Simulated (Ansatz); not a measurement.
Single-point calculation, with input and output: ZnS (part 1 of 2)

ZnS (32 atoms in the cell), computed with DFT PBE, scalar-relativistic, plane waves, PAW, no spin polarisation (Ansatz 0.2.0).

The structure derives from a Materials Project entry. It belongs to a series of runs on one base structure; here: the perfect crystal in a cell of 32 atoms.

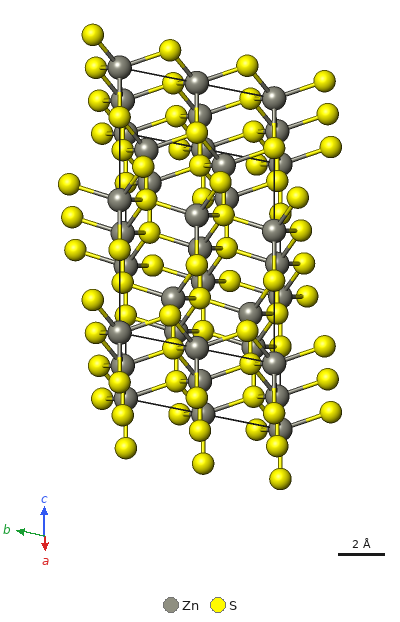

*The structure (ball-and-stick view of the cell of the calculation, seen at an oblique angle; bonded neighbours outside the cell are drawn too). An atom can appear more than once, as a periodic image.*

Near neighbours in the periodic cell (some may lie outside the picture): Zn has 4 S at 2.36 Å; S has 4 Zn at 2.36 Å.

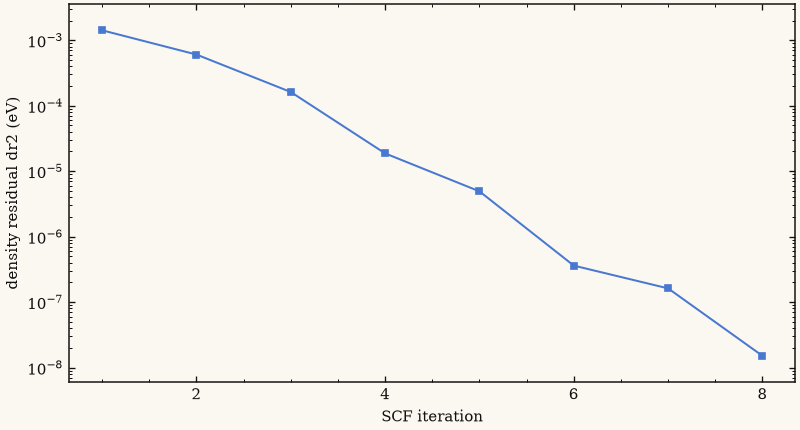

*Convergence of the self-consistent field: density residual dr2 against the SCF iteration.*

The residual falls at every step.

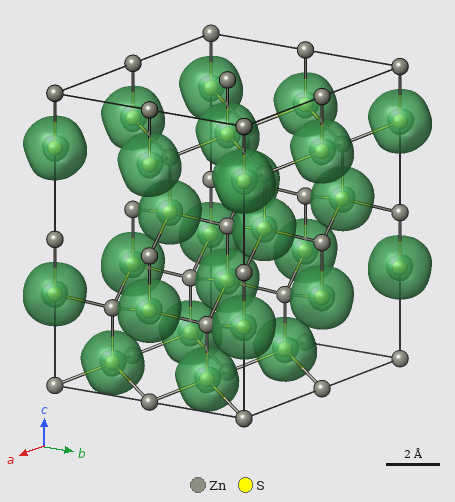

*Isosurface of the electron localisation function at 0.65 (green), seen at an oblique angle. Core shells and regions of very low density are left out. Sticks mark near contacts. The outline is the calculation cell.*

Profiles from the grid: Zn–S (2.36 Å): the ELF is about 0.55 at the midpoint. Core electrons are frozen (PAW), so the fields are smoothed inside the atomic spheres.

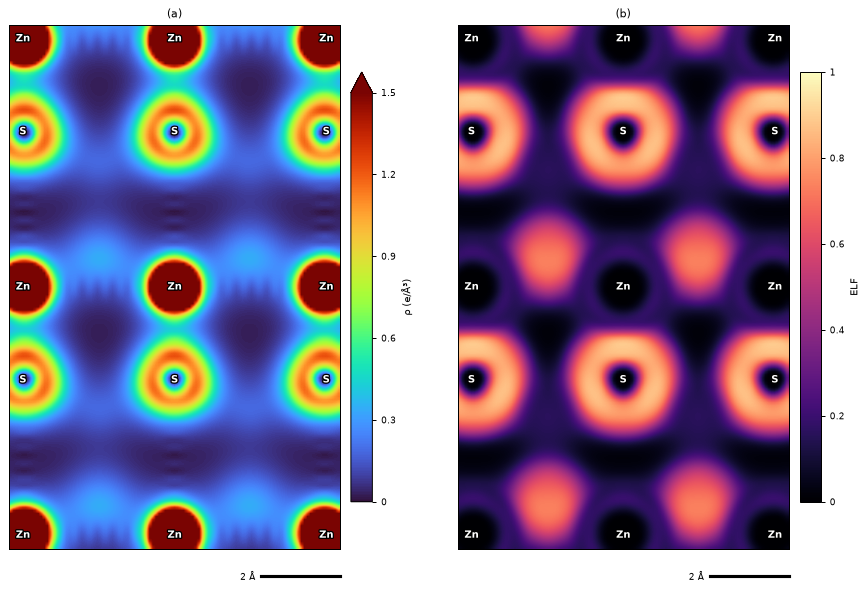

*(a) valence pseudo-density; (b) electron localisation function on the (100) plane of the calculation cell.*

The section cuts through Zn and S sites. Zn–S (2.36 Å): ρ is about 0.48 e/Å³ halfway; the ELF is about 0.55 at the midpoint. Away from the nuclei the density in this plane falls to 0.008 e/Å³ at its lowest.

The input that produced these results follows, with the program's output.

The input:
```yaml
crystal:
  lattice:
    - [3.8461551848, 6.6617361937, 0.0]
    - [3.8461551847, -6.6617361938, 0.0]
    - [0.0, 0.0, -12.5886853824]
  atoms:
    - { symbol: Zn, position: [0.3333333333, 0.6666666667, 0.2499616464] }
    - { symbol: Zn, position: [0.3333333333, 0.1666666667, 0.2499616464] }
    - { symbol: Zn, position: [0.8333333333, 0.6666666667, 0.2499616464] }
    - { symbol: Zn, position: [0.8333333333, 0.1666666667, 0.2499616464] }
    - { symbol: Zn, position: [0.1666666667, 0.3333333333, 0.7499616464] }
    - { symbol: Zn, position: [0.1666666667, 0.8333333333, 0.7499616464] }
    - { symbol: Zn, position: [0.6666666667, 0.3333333333, 0.7499616464] }
    - { symbol: Zn, position: [0.6666666667, 0.8333333333, 0.7499616464] }
    - { symbol: Zn, position: [0.5, 0.0, 0.4999144919] }
    - { symbol: Zn, position: [0.5, 0.5, 0.4999144919] }
    - { symbol: Zn, position: [0.0, 0.0, 0.4999144919] }
    - { symbol: Zn, position: [0.0, 0.5, 0.4999144919] }
    - { symbol: Zn, position: [0.5, 0.5, 0.9999144919] }
    - { symbol: Zn, position: [0.5, 0.0, 0.9999144919] }
    - { symbol: Zn, position: [0.0, 0.5, 0.9999144919] }
    - { symbol: Zn, position: [0.0, 0.0, 0.9999144919] }
    - { symbol: S, position: [0.3333333333, 0.6666666667, 0.0623885066] }
    - { symbol: S, position: [0.3333333333, 0.1666666667, 0.0623885066] }
    - { symbol: S, position: [0.8333333333, 0.6666666667, 0.0623885066] }
    - { symbol: S, position: [0.8333333333, 0.1666666667, 0.0623885066] }
    - { symbol: S, position: [0.1666666667, 0.3333333333, 0.5623885066] }
    - { symbol: S, position: [0.1666666667, 0.8333333333, 0.5623885066] }
    - { symbol: S, position: [0.6666666667, 0.3333333333, 0.5623885066] }
    - { symbol: S, position: [0.6666666667, 0.8333333333, 0.5623885066] }
    - { symbol: S, position: [0.0, 0.5, 0.3127363551] }
    - { symbol: S, position: [0.0, 1.0, 0.3127363551] }
    - { symbol: S, position: [0.5, 0.5, 0.3127363551] }
    - { symbol: S, position: [0.5, 0.0, 0.3127363551] }
    - { symbol: S, position: [0.5, 0.5, 0.8127363551] }
    - { symbol: S, position: [0.5, 0.0, 0.8127363551] }
    - { symbol: S, position: [0.0, 0.5, 0.8127363551] }
    - { symbol: S, position: [0.0, 0.0, 0.8127363551] }
basis:
  ecutwfc: 420
  xc_grid: 2
kpoints:
  mp_grid: { grid: [2, 2, 2], shift: [0.0, 0.0, 0.0] }
hamiltonian:
  xc: pbe
scf:
  occupations: { method: gaussian, width: 0.01 }
output:
  forces: true
  stress: true
  eigenvalues: true
  write_density: true
  write_potential: true
  elf: true
  volumetric_format: npy
```

Launched with:
```bash
ansatz run input.yaml --threads 4 --pin off --max-ram 10240MiB --backend cpu --events-out ev --progress --plain --runs-dir out
```

Output:
```
Engine: ansatz 0.2.0, x86_64-unknown-linux-gnu
Pseudopotentials: kind: paw
Pseudopotential: Zn, paw, valence charge 12, recommended cutoff 420 eV (normal), Zn.paw.azcp
Pseudopotential: S, paw, valence charge 6, recommended cutoff 420 eV (normal), S.paw.azcp
Functional definition: PBE
  parameter kappa = 0.804
  parameter beta = 0.06672455060314922
  exchange = pbe_x(kappa = kappa, mu = beta*pi^2/3)
  correlation = pbe_c(beta = beta)
Crystal: 32 atoms, lattice volume = 645.096 Å³
Basis set: ecut = 420 eV, 12517 PW (Γ), exchange–correlation on 108×108×180 points (8 copies of the dense FFT grid, shifted against one another)
Bands: 176, of which v1, the nominal top of the filled ones, is band 144 counted from 1 (143 counted from 0)
Symmetry: 48 space group operations
Space group: P63mc (ITA 186), of the structure as read, at distance tolerance 8.6e-5 Å
k-points: 4 of 8
Non-local potential: Zn, projectors of the file, l = 0: 2, l = 1: 2, l = 2: 3, l = 3: 1
Non-local potential: S, projectors of the file, l = 0: 2, l = 1: 2, l = 2: 2
PAW form: soft (Blöchl's): semilocal exchange-correlation on the pseudo side does not see the compensation charge
PAW one-centre angular grid: Zn, 590 points (default); XC on 64 Gauss nodes
PAW one-centre angular grid: S, 110 points (default); XC on 64 Gauss nodes
Initial density: superposition of atomic densities (neutral atoms: chi_scale 0, normalization atom), corrected by the library's trained network
Initial wavefunctions: pseudopotential atomic-orbital guess
Functional: x = pbe(κ = 0.804, μ = 0.2195149727645171), c = pbe(β = 0.06672455060314922)
SCF iter   1: F=—  HF=-67563.337294 eV  |F-HF|=—  |Δ(HF+E_count)|=         —  Δρ=5.52e-4  dr2=1.42e-3  ethr=1.77e-3  ⟨swp⟩=6.0  Hψ=2800  notcnv=0  defer=23
preconditioner: auto → Resta (q_TF=auto, 2.385 Å⁻¹)  ε∞=6.5  [insulator: Δε(μ)=2.044 eV  Ē_g=10.566 eV  σ=0.010 eV  W_gap=1.00  n_scr=134 (ndim 8)  ℏωp=24.8 eV  f_vac=0.036  D(μ)=0.00/eV (n_scr^D=0)  ε∞_Penn≈6.5]
SCF iter   2: F=—  HF=-67563.343164 eV  |F-HF|=—  |Δ(HF+E_count)|=   5.87e-3  Δρ=3.73e-4  dr2=6.05e-4  ethr=4.93e-7  ⟨swp⟩=3.0  Hψ=1850  notcnv=0  defer=89
SCF iter   3: F=—  HF=-67563.343730 eV  |F-HF|=—  |Δ(HF+E_count)|=   5.66e-4  Δρ=1.58e-4  dr2=1.62e-4  ethr=2.10e-7  ⟨swp⟩=2.0  Hψ=1081  notcnv=0  defer=89
SCF iter   4: F=—  HF=-67563.343849 eV  |F-HF|=—  |Δ(HF+E_count)|=   1.18e-4  Δρ=4.75e-5  dr2=1.87e-5  ethr=5.61e-8  ⟨swp⟩=2.0  Hψ=1177  notcnv=0  defer=89
SCF iter   5: F=—  HF=-67563.343203 eV  |F-HF|=—  |Δ(HF+E_count)|=   6.46e-4  Δρ=2.28e-5  dr2=4.92e-6  ethr=6.51e-9  ⟨swp⟩=2.0  Hψ=1113  notcnv=0  defer=89
SCF iter   6: F=—  HF=-67563.343205 eV  |F-HF|=—  |Δ(HF+E_count)|=   2.20e-6  Δρ=5.20e-6  dr2=3.61e-7  ethr=1.71e-9  ⟨swp⟩=2.2  Hψ=1147  notcnv=0  defer=89
SCF iter   7: F=—  HF=-67563.343205 eV  |F-HF|=—  |Δ(HF+E_count)|=   2.47e-7  Δρ=6.29e-6  dr2=1.62e-7  ethr=3.47e-11  ⟨swp⟩=18.2  Hψ=6406  notcnv=0
SCF iter   8: F=-67563.343205 eV  HF=-67563.343205 eV  |F-HF|=1.04e-8  |Δ(HF+E_count)|=   8.81e-8  Δρ=1.69e-6  dr2=1.51e-8  ethr=3.47e-11  ⟨swp⟩=8.0  Hψ=4229  notcnv=0
SCF 1 converged in 8 iterations: F = -67563.343205 eV  dr2 = 1.51e-8
  greatest PAW one-centre occupation: 0.984 electrons in one spin orbital (limit 2), on the Zn atom at site 15 (counted from 0), in its partial waves of l = 2
SCF converged after 8 iterations
Free energy (F): -67563.343205 eV
Harris-Foulkes:  -67563.343205 eV  (|F-HF|=1.04e-8)
Internal energy: -67563.343205 eV  (E = F + TS)
E sigma→0 (E₀):  -67563.343205 eV
Fermi energy:    6.552731 eV
--- Per-component energies (eV) ---
  E_band       = 24.056199
  E_kinetic    = 3807.220308
  E_local      = -32908.174241  (includes V_loc(G=0)·N_el)
  E_nonlocal   = 10287.444995
  E_hartree    = 13755.565073
  E_xc         = -3746.153319
  E_vxc        = -2227.157209  (∫ρ·V_xc dr)
  E_paw        = -38861.447175  (= ΣΔE_a)
  E_vpaw       = -6446.411484  (= ΣTr[D̂ρ^β])
  E_aug_tail   = -0.005591  (compensation charges beyond the density's cutoff)
  E_ewald      = -19897.793255
  E_smearing   = -0.000000  (= −TS)
  E_closure    = -0.000000  (closes the sum)
  Σ components = -67563.343205   (vs F -67563.343205, Δ=0.00e0)
--- Forces (eV/Å), atoms counted from 1 ---
  atom   1  Zn     0.00000000     0.00000000     0.01414047
  atom   2  Zn     0.00000000     0.00000000     0.01414047
  atom   3  Zn     0.00000000    -0.00000000     0.01414047
  atom   4  Zn     0.00000000     0.00000000     0.01414047
  atom   5  Zn    -0.00000000    -0.00000000     0.01414047
  atom   6  Zn    -0.00000000    -0.00000000     0.01414047
  atom   7  Zn    -0.00000000    -0.00000000     0.01414047
  atom   8  Zn    -0.00000000    -0.00000000     0.01414047
  atom   9  Zn     0.00000000     0.00000000     0.01215857
  atom  10  Zn     0.00000000    -0.00000000     0.01215857
  atom  11  Zn     0.00000000     0.00000000     0.01215857
  atom  12  Zn     0.00000000     0.00000000     0.01215857
  atom  13  Zn    -0.00000000    -0.00000000     0.01215857
  atom  14  Zn    -0.00000000    -0.00000000     0.01215857
  atom  15  Zn    -0.00000000     0.00000000     0.01215857
  atom  16  Zn    -0.00000000    -0.00000000     0.01215857
  atom  17  S      0.00000000    -0.00000000    -0.01405689
  atom  18  S      0.00000000     0.00000000    -0.01405689
  atom  19  S      0.00000000     0.00000000    -0.01405689
  atom  20  S      0.00000000     0.00000000    -0.01405689
  atom  21  S     -0.00000000    -0.00000000    -0.01405689
  atom  22  S     -0.00000000     0.00000000    -0.01405689
  atom  23  S     -0.00000000    -0.00000000    -0.01405689
  atom  24  S     -0.00000000     0.00000000    -0.01405689
  atom  25  S     -0.00000000     0.00000000    -0.01224555
  atom  26  S     -0.00000000    -0.00000000    -0.01224555
  atom  27  S     -0.00000000     0.00000000    -0.01224555
  atom  28  S     -0.00000000     0.00000000    -0.01224555
  atom  29  S      0.00000000     0.00000000    -0.01224555
  atom  30  S      0.00000000     0.00000000    -0.01224555
  atom  31  S      0.00000000    -0.00000000    -0.01224555
  atom  32  S      0.00000000     0.00000000    -0.01224555
  max |Σ_I F_I| component: 2.72e-5 eV/Å
--- Stress (GPa, compression-positive) ---
        0.329540      -0.000000       0.000000
       -0.000000       0.329540       0.000000
        0.000000      -0.000000      -0.070197
  P = ⅓ Tr σ = 0.1963 GPa (1.963 kbar)
--- Band table (eV) ---
```
